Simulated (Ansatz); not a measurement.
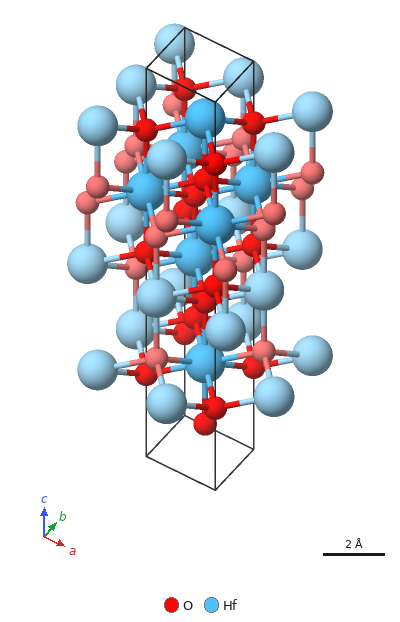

**Figure 1.** The structure as given in the input (ball-and-stick view of the cell of the calculation, seen at an oblique angle; neighbours outside the cell are drawn fainter). Near neighbours in the crystal (not all of them lie inside the picture): O has 1 Hf at 2.21 Å; O has 3 Hf at 2.21 Å; Hf has 8 O at 2.21 Å; O has 4 Hf at 2.21 Å; Hf has 4 O at 2.21 Å.

# Run report: HfO2, single-point calculation

- system: HfO2 (slab, 12 atoms in the cell)
- method: DFT PBE, scalar-relativistic, plane waves, PAW (Ansatz 0.2.0)

The run did not end well. It belongs to a series of runs on one base structure; here: vacuum: 3.

### Input
```yaml
crystal:
  lattice:
    - [3.6045557009, 0.0, 0.0]
    - [-1.8022778505, 3.1216368064, 0.0]
    - [0.0, 0.0, 14.0366527709]
  atoms:
    - { symbol: O, position: [0.6666666667, 0.3333333333, 0.1068630837] }
    - { symbol: O, position: [0.0, 0.0, 0.2116995947] }
    - { symbol: Hf, position: [0.6666666667, 0.3333333333, 0.2641178502] }
    - { symbol: O, position: [0.3333333333, 0.6666666667, 0.3165361057] }
    - { symbol: O, position: [0.6666666667, 0.3333333333, 0.4213726167] }
    - { symbol: Hf, position: [0.3333333333, 0.6666666667, 0.4737908722] }
    - { symbol: O, position: [0.0, 0.0, 0.5262091278] }
    - { symbol: O, position: [0.3333333333, 0.6666666667, 0.6310456388] }
    - { symbol: Hf, position: [0.0, 0.0, 0.6834638943] }
    - { symbol: O, position: [0.6666666667, 0.3333333333, 0.7358821498] }
    - { symbol: O, position: [0.0, 0.0, 0.8407186608] }
    - { symbol: Hf, position: [0.6666666667, 0.3333333333, 0.8931369163] }
basis:
  ecutwfc: 420
kpoints:
  mp_grid: { grid: [9, 9, 1] }
hamiltonian:
  xc: pbe
scf:
  occupations: { method: gaussian, width: 0.05 }
  max_iter: 56
output:
  forces: true
  stress: true
  eigenvalues: true
efield:
  axis: 3
  dipole_correction: true
  ramp_width: 0.04
```

Machine: 2 threads of Arm Neoverse V1, 24 GiB of memory available, shared host.

Command:
```bash
ansatz run input.yaml --threads 2 --pin off --max-ram 5632MiB --backend cpu --events-out ev --progress --plain --runs-dir out
```

### Log
```
Engine: ansatz 0.2.0, aarch64-unknown-linux-gnu
Pseudopotentials: kind: paw
Pseudopotential: O, paw, valence charge 6, recommended cutoff 420 eV (normal), O.paw.azcp
Pseudopotential: Hf, paw, valence charge 26, recommended cutoff 420 eV (normal), Hf.paw.azcp
Functional definition: PBE
  parameter kappa = 0.804
  parameter beta = 0.06672455060314922
  exchange = pbe_x(kappa = kappa, mu = beta*pi^2/3)
  correlation = pbe_c(beta = beta)
Crystal: 12 atoms, lattice volume = 157.942 Å³
Basis set: ecut = 420 eV, 3059 PW (Γ), exchange–correlation on 50×50×192 points (8 copies of the dense FFT grid, shifted against one another)
Bands: 92, of which v1, the nominal top of the filled ones, is band 76 counted from 1 (75 counted from 0)
Symmetry: 6 space group operations
Space group: P3m1 (ITA 156), of the structure as read, at distance tolerance 5.4e-5 Å
k-points: 12 of 81 (time reversal used)
Non-local potential: O, projectors of the file, l = 0: 2, l = 1: 2, l = 2: 1
Non-local potential: Hf, projectors of the file, l = 0: 3, l = 1: 2, l = 2: 2, l = 3: 3
PAW form: soft (Blöchl's): semilocal exchange-correlation on the pseudo side does not see the compensation charge
PAW one-centre angular grid: O, 110 points (default); XC on 64 Gauss nodes
PAW one-centre angular grid: Hf, 590 points (default); XC on 64 Gauss nodes
Initial density: superposition of atomic densities (neutral atoms: chi_scale 0, normalization atom), corrected by the library's trained network
Initial wavefunctions: pseudopotential atomic-orbital guess
Functional: x = pbe(κ = 0.804, μ = 0.2195149727645171), c = pbe(β = 0.06672455060314922)
SCF iter   1: F=—  HF=-69310.326415 eV  |F-HF|=—  |Δ(HF+E_count)|=         —  Δρ=1.53e0  dr2=4.46e4  ethr=1.77e-3  p=6.541 e·Å  D=7.49e0 V/Å  ΔV_dip=-105.19 eV  dr2_dipole=1.01e5  V_vac-E_F(+/−)=-44.82/60.64 eV  ⟨swp⟩=41.4  Hψ=19717  notcnv=0  defer=71
efield: sawtooth ramp at fractional position 0.9800 (placed from the atoms, in the widest stretch of the axis that holds none; the zero of the levels goes with the place), width 0.0400; the density the first Hamiltonian is built on has a dipole p = 6.541 e·Å; the dipole correction subtracts the counter field D = 7.49e0 V/Å, which shifts the + side's vacuum level by -105.19 eV against the − side's; the planar-averaged density in the ramp window peaks in size at 1.6e0 e/Å³
preconditioner: auto → LDOS  [insulator: Δε(μ)=0.074 eV  Ē_g=18.098 eV  σ=0.050 eV  W_gap=0.69  n_scr=66 (ndim 8)  ℏωp=30.9 eV  f_vac=0.133  D(μ)=2.82/eV (n_scr^D=8)  ε∞_Penn≈3.9  β→1.0]
SCF iter   2: F=—  HF=-206462.151883 eV  |F-HF|=—  |Δ(HF+E_count)|=    1.37e5  Δρ=4.19e0  dr2=1.93e5  ethr=1.77e-3  p=-65.662 e·Å  D=-7.52e1 V/Å  ΔV_dip=1055.94 eV  dr2_dipole=2.91e5  V_vac-E_F(+/−)=686.63/-426.29 eV  ⟨swp⟩=46.0  Hψ=76807  notcnv=919  defer=185  recentre
SCF iter   3: F=—  HF=-88481.903541 eV  |F-HF|=—  |Δ(HF+E_count)|=    1.18e5  Δρ=3.02e0  dr2=1.75e5  ethr=1.77e-3  p=-21.012 e·Å  D=-2.41e1 V/Å  ΔV_dip=337.90 eV  dr2_dipole=2.74e5  V_vac-E_F(+/−)=343.67/7.80 eV  ⟨swp⟩=46.0  Hψ=44392  notcnv=150  defer=185
SCF iter   4: F=—  HF=-71204.842701 eV  |F-HF|=—  |Δ(HF+E_count)|=    1.73e4  Δρ=1.60e0  dr2=4.66e4  ethr=1.77e-3  p=-3.243 e·Å  D=-3.72e0 V/Å  ΔV_dip=52.16 eV  dr2_dipole=3.13e3  V_vac-E_F(+/−)=98.73/63.49 eV  ⟨swp⟩=40.7  Hψ=38208  notcnv=0  defer=186
SCF iter   5: F=—  HF=-68811.079519 eV  |F-HF|=—  |Δ(HF+E_count)|=    2.39e3  Δρ=9.48e-1  dr2=9.21e3  ethr=1.77e-3  p=-1.640 e·Å  D=-1.88e0 V/Å  ΔV_dip=26.38 eV  dr2_dipole=6.52e2  V_vac-E_F(+/−)=45.84/32.83 eV  ⟨swp⟩=25.2  Hψ=24106  notcnv=0  defer=143
SCF iter   6: F=—  HF=-70081.466616 eV  |F-HF|=—  |Δ(HF+E_count)|=    1.27e3  Δρ=1.61e0  dr2=5.74e4  ethr=1.77e-3  p=-5.577 e·Å  D=-6.39e0 V/Å  ΔV_dip=89.68 eV  dr2_dipole=9.35e4  V_vac-E_F(+/−)=81.54/-1.24 eV  ⟨swp⟩=45.8  Hψ=36659  notcnv=17  defer=82  recentre
SCF iter   7: F=—  HF=-68965.254083 eV  |F-HF|=—  |Δ(HF+E_count)|=    1.12e3  Δρ=1.03e0  dr2=1.84e4  ethr=1.77e-3  p=-3.791 e·Å  D=-4.34e0 V/Å  ΔV_dip=60.96 eV  dr2_dipole=2.66e4  V_vac-E_F(+/−)=56.84/2.51 eV  ⟨swp⟩=16.0  Hψ=10698  notcnv=0  defer=68
SCF iter   8: F=—  HF=-67976.867305 eV  |F-HF|=—  |Δ(HF+E_count)|=    9.88e2  Δρ=6.87e-1  dr2=6.84e3  ethr=1.77e-3  p=-0.489 e·Å  D=-5.61e-1 V/Å  ΔV_dip=7.87 eV  dr2_dipole=4.05e3  V_vac-E_F(+/−)=28.68/31.59 eV  ⟨swp⟩=25.8  Hψ=22400  notcnv=0  defer=140
SCF iter   9: F=—  HF=-70723.176241 eV  |F-HF|=—  |Δ(HF+E_count)|=    2.75e3  Δρ=1.62e0  dr2=4.69e4  ethr=1.77e-3  p=4.034 e·Å  D=4.62e0 V/Å  ΔV_dip=-64.88 eV  dr2_dipole=6.43e4  V_vac-E_F(+/−)=-11.89/64.66 eV  ⟨swp⟩=33.6  Hψ=27160  notcnv=1  defer=185  recentre
SCF iter  10: F=—  HF=-67781.324513 eV  |F-HF|=—  |Δ(HF+E_count)|=    2.94e3  Δρ=5.96e-1  dr2=5.15e3  ethr=1.77e-3  p=0.369 e·Å  D=4.23e-1 V/Å  ΔV_dip=-5.93 eV  dr2_dipole=4.17e3  V_vac-E_F(+/−)=7.25/21.37 eV  ⟨swp⟩=20.2  Hψ=18936  notcnv=0  defer=129
```

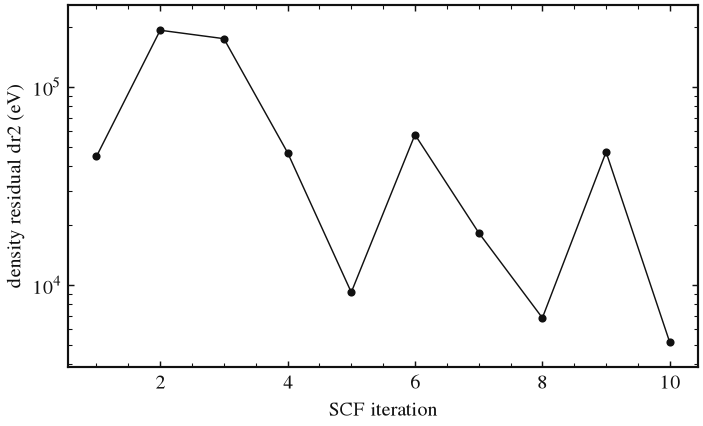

**Figure 2.** Convergence of the self-consistent field: density residual dr2 against the SCF iteration. The run ended after 10 iterations.

```
Error: SIGTERM received: cancelled by the caller after 10 completed SCF iterations
```

### What the run reported

```json
{"quantity": "outcome", "value": "stopped at the time limit"}
{"quantity": "wall time", "value": "2 min (CPU time 3.9 min)"}
{"quantity": "peak memory", "value": "0.51 GiB"}
```

### Diagnosis

The run was cut off by its time limit, so the output is incomplete.
